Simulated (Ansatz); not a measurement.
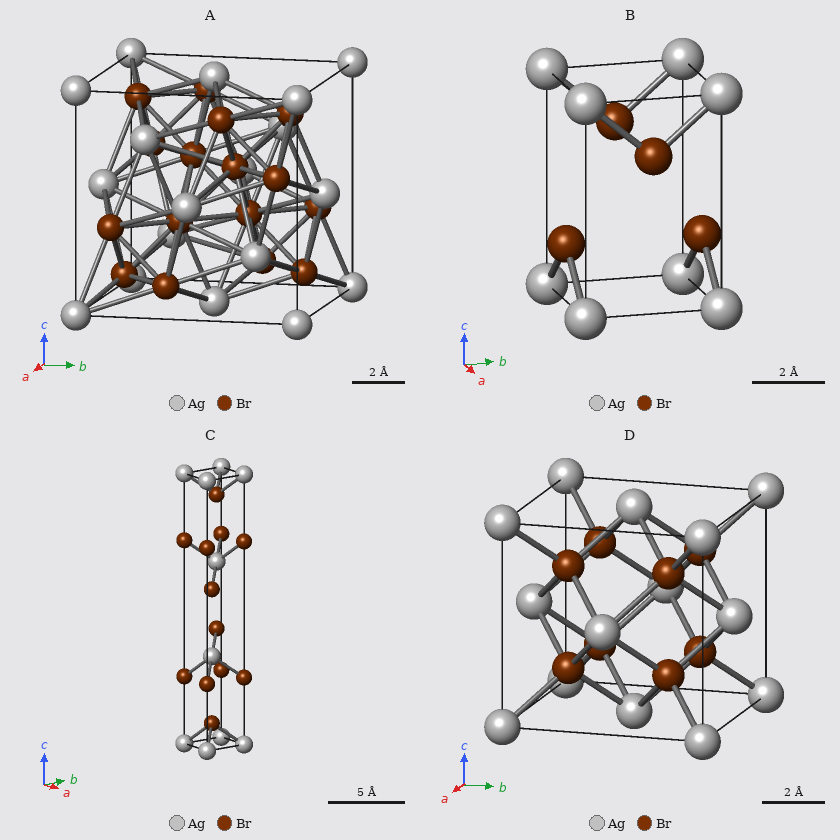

Four structures of AgBr$_{2}$, each relaxed to rest (conventional cells in solid outline, small ones repeated, each panel with its own scale). Method: DFT PBE, scalar-relativistic, plane waves, PAW (Ansatz), without spin polarisation.

What are the structures shown?

A: cubic Laves phase (C15, MgCu₂ type), Fd-3m; B: 3 atoms a cell on a primitive tetragonal lattice, P-4m2; C: cadmium chloride (CdCl₂) type, R-3m; D: fluorite (CaF₂ type), Fm-3m.

Which of these is lowest in energy, and how far above it do the others lie?

C, then B (+55 meV/atom), D (+165 meV/atom) and A (+767 meV/atom), energies at zero smearing.

Collect the results in a table.

| panel | structure | E − E(lowest) (meV/atom) | volume (Å³/atom) | gap (eV) |
| --- | --- | --- | --- | --- |
| C | R-3m | 0 | 27.8 | metal |
| B | P-4m2 | 55 | 33.0 | metal |
| D | Fm-3m | 165 | 27.2 | metal |
| A | Fd-3m | 767 | 29.7 | metal |

Some of these may be structure types tried for this composition rather than known phases, and the most stable form need not be among them. Gaps are taken on the k-mesh or band path of each run.
